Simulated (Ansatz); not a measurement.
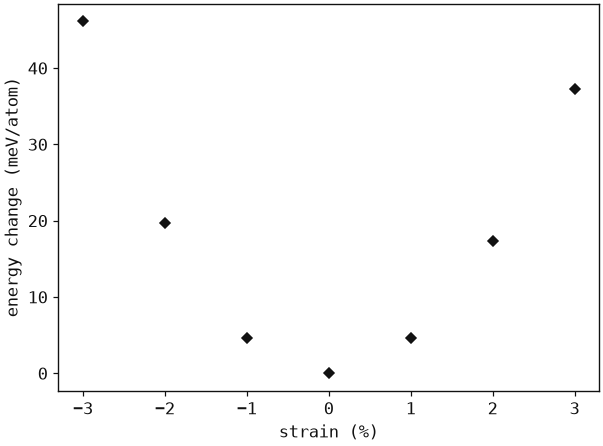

The plot gives the computed energy change against strain for Al₃Cu₂, space group P-3m1 (No. 164).

Starting cell:
```xyz
5
Lattice="4.0986 0.0000 0.0000 -2.0493 3.5495 0.0000 0.0000 0.0000 4.9821" Properties=species:S:1:pos:R:3 pbc="T T T"
Al    0.0000    0.0000    0.0000
Al    0.0000    2.3663    1.7512
Al    2.0493    1.1832    3.2309
Cu    0.0000    2.3663    4.1964
Cu    2.0493    1.1832    0.7857
```

Computed with Ansatz 0.2.0: energy, stress and cell of a relaxed crystal along a series of strains, atoms and what the cell freedom names relaxed within the symmetry; stress is positive in compression; plane waves with PAW datasets, Γ-centred k mesh; energies extrapolated to zero smearing. Level: PBEsol, no spin polarisation.

```tsv
setting	value
wave cutoff	420 eV
k mesh	12×12×8
occupations	Gaussian
smearing width	0.1 eV
strain kind	isotropic
cell freedom	cell held, all vectors scaled
```

From this curve and the settings, what does the calculation give for the stress zz and stress xx at the same points?

The stress zz falls from 13.05 GPa at strain −3 % to −8.15 GPa at 3 %, and changes sign near 0 %. The stress xx falls from 12.65 GPa at strain −3 % to −8.01 GPa at 3 %, and changes sign near 0 %.

| strain (%) | stress zz (GPa) | stress xx (GPa) |
| --- | --- | --- |
| −3 | 13.05 | 12.65 |
| −2 | 8.06 | 7.80 |
| −1 | 3.75 | 3.59 |
| 0 | −0.04 | −0.02 |
| 1 | −3.27 | −3.11 |
| 2 | −5.94 | −5.74 |
| 3 | −8.15 | −8.01 |
